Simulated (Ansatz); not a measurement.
A series of calculations on SnSe$_{2}$

## 1. Relaxation

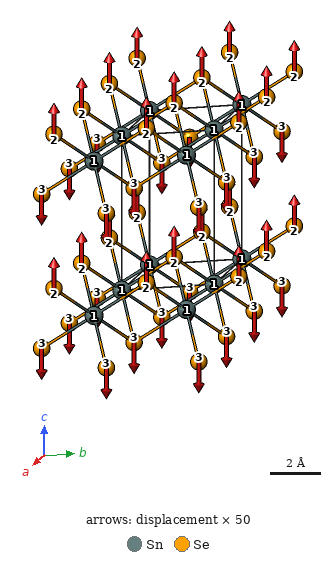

This is a relaxation of a crystal of SnSe$_{2}$ (built on the CdI2 type). The starting structure is drawn; red arrows show the displacements (the part carried along by the change of the cell is left out), 50 times their true length.

The picture is a ball-and-stick view of the cell of the calculation, repeated 2 × 1 × 1 with one cell outlined, seen from a free direction.

Case: volume × 0.980.

The calculation used Ansatz 0.2.0, DFT r2SCAN, scalar-relativistic, plane waves, PAW. Set-up: plane-wave cutoff 500 eV; k-point mesh 10 × 10 × 6; occupations gaussian; smearing width 0.05 eV; no spin polarisation; cell relaxed at fixed volume; force threshold 0.01 eV/Å; at most 40 steps.

Atoms of which element are displaced furthest, and by how much?

Answer. Selenium: up to 0.027 Å, against 0.000 Å for tin.

What did the optimiser do to the structure, and how much energy did it gain?

Answer. The energy falls by 1.7 meV per atom in 2 accepted moves (4 points after the start). The largest force component goes from 0.19 to 0.0017 eV/Å. Pressure: 1.39 GPa at the start and 0.37 GPa at the end. The line search rejected the trial step at point 1 of the run. At 1 point the geometry stayed and the basis and grid were re-selected for the new cell (energy shift of less than 0.05 meV per atom at most each time). The largest moves relative to the cell, 0.027 Å, are those of Se2 and Se3. Se3 goes along −c. Sn stays in place. The drawn cell changes at constant volume: a = b 3.815 → 3.834 Å (+0.5 %), c 6.463 → 6.398 Å (−1.0 %). Among the contacts that change: Sn1–Se2 2.701 → 2.716 Å. The space group stays P-3m1 (No. 164). Cost: 11 s on 4 threads of AMD EPYC 9R45 96-Core Processor (Zen 5), on a shared host, peak memory 0.76 GiB.

Limits of the set-up: layers or molecules are held without a dispersion correction, so their spacing is unreliable.

## 2. Relaxation

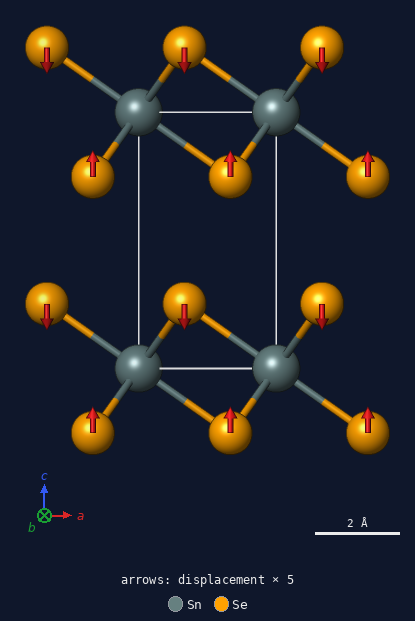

A relaxation of crystalline SnSe2 (built on the CdI2 type) (coarse preliminary run). The starting structure is drawn; red arrows show the displacements (the part carried along by the change of the cell is left out), magnified 5 times.

A ball-and-stick model of the cell of the calculation, seen along the b axis.

Computed with Ansatz 0.2.0, DFT PBE, scalar-relativistic, plane waves, PAW.

Input
```yaml
crystal:
  lattice:
    - [3.8213923551, 0.0, 0.0]
    - [-1.9106961776, 3.3094228574, 0.0]
    - [0.0, 0.0, 6.1646989881]
  atoms:
    - { symbol: Sn, position: [0.0, 0.0, 0.0] }
    - { symbol: Se, position: [0.3333333333, 0.6666666667, 0.252] }
    - { symbol: Se, position: [0.6666666667, 0.3333333333, 0.748] }
basis:
  ecutwfc: 420
  ecutrho_ratio: 4
kpoints:
  mp_grid: { grid: [6, 6, 4] }
hamiltonian:
  xc: pbe
scf:
  occupations: { method: gaussian, width: 0.05 }
output:
  forces: true
  stress: true
  eigenvalues: true
relax:
  f_tol: 0.03
  max_steps: 60
  cell: { stress_tol: 0.3 }
```

Run as
```bash
ansatz run input.yaml --threads 4 --pin off --max-ram 7168MiB --backend cpu --events-out ev --progress --plain --runs-dir out
```

Question: Which element moves most?

Answer: Selenium: up to 0.13 Å, against 0.00 Å for tin.

Question: Describe the change and its energy.

Answer: The largest moves relative to the cell, 0.13 Å, are those of Se2 and Se3. Se2 goes along −c. Sn stays in place. Cell: a = b 3.821 → 3.875 Å (+1.4 %), c 6.165 → 6.829 Å (+10.8 %). Volume +13.9 %. Among the contacts that change: Sn1–Se2 2.698 → 2.746 Å. The space group stays P-3m1 (No. 164). Over 6 accepted moves (7 points after the start) the energy falls by 25.0 meV per atom. The largest force component goes from 0.48 to 0.00088 eV/Å. Pressure: 4.05 GPa at the start and 0.08 GPa at the end. At 1 point the geometry stayed and the basis and grid were re-selected for the new cell (energy shift of 0.9 meV per atom at most each time). The run took 4.1 s on 4 threads of AMD EPYC 9R45 96-Core Processor (Zen 5) (shared host), peak memory 0.5 GiB.

Limits of the set-up: layers or molecules are held without a dispersion correction, so their spacing is unreliable.

## 3. Distortion

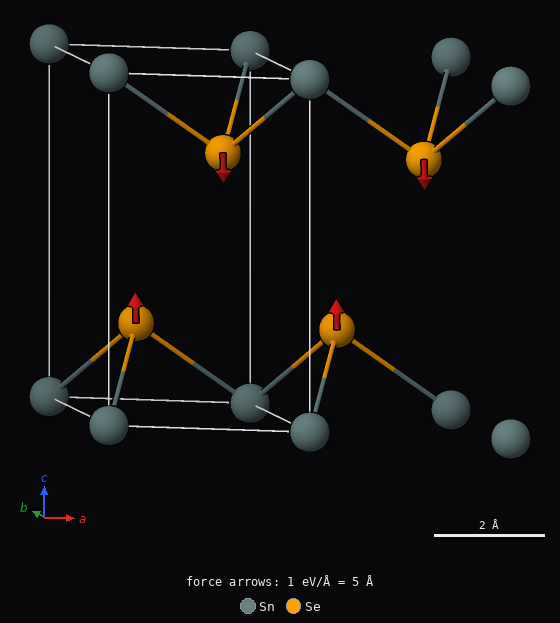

A changed version of a crystal of SnSe$_{2}$ (built on the CdI2 type), with the computed forces as red arrows. Besides, the cell is strained by +0.2 % along c, +0.1 % along [1 2 0], −1.9 % along a (volume −1.6 %). A ball-and-stick model of the cell of the calculation, repeated 2 × 1 × 1 with one cell outlined, seen from a free direction.

Method: DFT r2SCAN, scalar-relativistic, plane waves, PAW in Ansatz. Set-up: plane-wave cutoff 500 eV; k-point mesh 10 × 10 × 6; occupations gaussian; smearing width 0.05 eV; no spin polarisation.

**Where do the forces point?**

The atoms keep their fractional coordinates. No relaxation follows. Energy change: +4.3 meV per atom. The pressure goes from 0.1 to 1.4 GPa. The principal stresses (compression positive) are 2.6 GPa along a, 1.0 GPa roughly along [1 3 −2], 0.8 GPa roughly along [1 2 1]. The largest forces, 0.12 eV/Å, act on 2 Se atoms of the calculation's cell. Among the bonded contacts that change: Se–Sn 2.718 → 2.692 to 2.719 Å. The space group (tolerance 0.01 Å) goes from P-3m1 (No. 164) to C2/m (No. 12).

Limits of the set-up: layers or molecules are held without a dispersion correction, so their spacing is unreliable.
